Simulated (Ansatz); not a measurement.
**ZnS2: density, localisation and related maps**

```yaml
crystal:
  lattice:
    - [5.88804, 0.00000, 0.00000]
    - [0.00000, 5.88804, 0.00000]
    - [0.00000, 0.00000, 5.88804]
  atoms:
    - { symbol: Zn, position: [0.50000, 0.50000, 0.00000] }
    - { symbol: Zn, position: [0.50000, 0.00000, 0.50000] }
    - { symbol: Zn, position: [0.00000, 0.50000, 0.50000] }
    - { symbol: Zn, position: [0.00000, 0.00000, 0.00000] }
    - { symbol: S, position: [0.10175, 0.89825, 0.39825] }
    - { symbol: S, position: [0.89825, 0.39825, 0.10175] }
    - { symbol: S, position: [0.39825, 0.10175, 0.89825] }
    - { symbol: S, position: [0.60175, 0.60175, 0.60175] }
    - { symbol: S, position: [0.89825, 0.10175, 0.60175] }
    - { symbol: S, position: [0.10175, 0.60175, 0.89825] }
    - { symbol: S, position: [0.60175, 0.89825, 0.10175] }
    - { symbol: S, position: [0.39825, 0.39825, 0.39825] }
```

Space group Pa-3; a structure from a database of computed crystals, not necessarily the ambient phase.

All numbers below come from Ansatz 0.2.0, DFT PBEsol, scalar-relativistic, plane waves, PAW.

In a PAW calculation such maps are meaningful between the atoms, not at the nuclei.

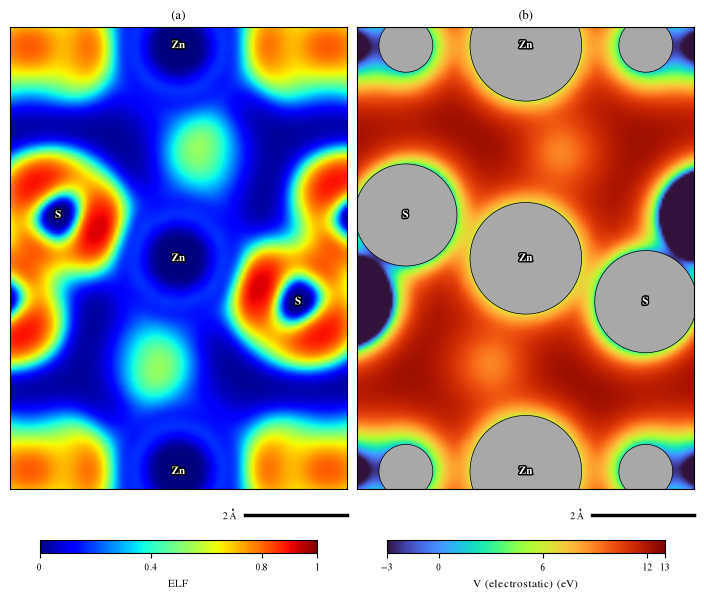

Figure 1. (a) electron localisation function; (b) electrostatic potential energy of an electron on the (011) plane of the conventional cell. Grey discs cover the atomic cores in the potential map.

Q: What does the map show?

A:
- The section cuts through Zn and S sites.
- Atoms just off the plane (S, 0.8 Å away) can leave unmarked features too.
- Zn–S (2.49 Å): the ELF peaks at about 0.90 in the valence shell of S, 0.8 Å from its nucleus, and is about 0.50 at the midpoint.
- Outside the cores the potential energy rises away from the atoms and is highest about 2.0 Å from the nearest atoms; its zero is arbitrary.

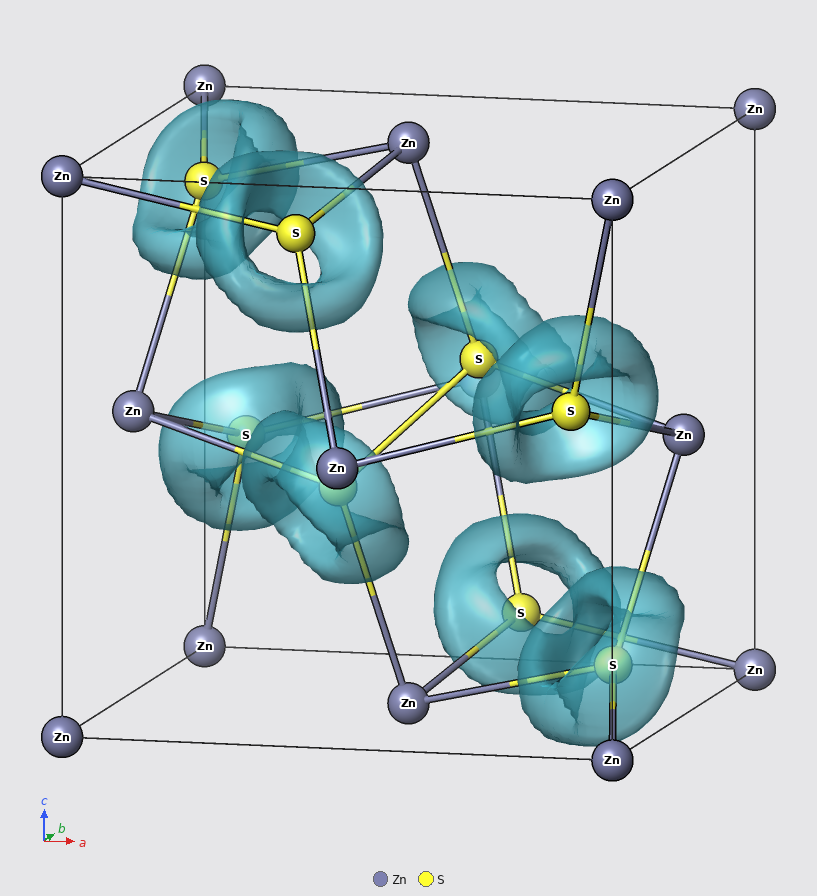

Figure 2. Isosurface of the ELF at 0.85 (cyan), seen slightly off an axis. Only the valence region is drawn (cores and ρ < 0.01 e/Å³ removed). Sticks mark near contacts.

Q: Describe the localisation domains.

A: The ELF exceeds this value in eight regions wrapped around S (the valence shell of each), counted in one cell of 12 atoms. Regions shared between cells count once.


S–S (2.08 Å): the ELF peaks at about 0.80 between the atoms; a shared electron pair.

Q: Does the calculation give a band gap?

A: It is gapped, with a Kohn–Sham gap of 1.4 eV on the k-point mesh, an upper bound to the gap of this method.
